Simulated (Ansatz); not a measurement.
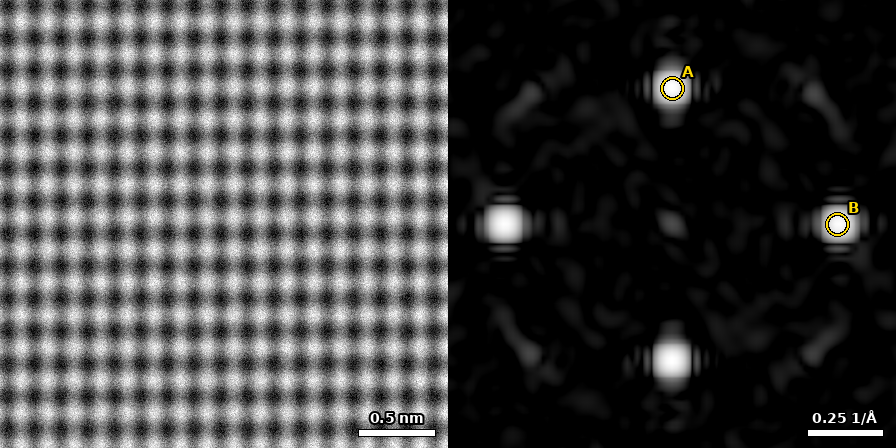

Phase-contrast TEM-like image of a crystal. Simulated in the weak-phase-object approximation with neutral-atom potentials: 80 kV, Cs = 40 µm, defocus −155 Å (negative is underfocus), defocus spread 12 Å, aperture 0.65 1/Å. Shot noise was added.

The right panel is the modulus of the image's Fourier transform on a logarithmic scale.

> Which lattice spacings do the marked spots stand for, and what angle do A and B enclose?

A: 2.2 Å, B: 1.8 Å; A and B enclose about 90°.

The crystal is Sn (Pm-3m, No. 221) along [211]; the spots are (0 -1 1) and (-1 1 1). Structure used: the end point of a relaxation with DFT PBE, scalar-relativistic, plane waves, PAW (Ansatz 0.2.0); the starting structure was generated, so it need not be a known form of this composition.
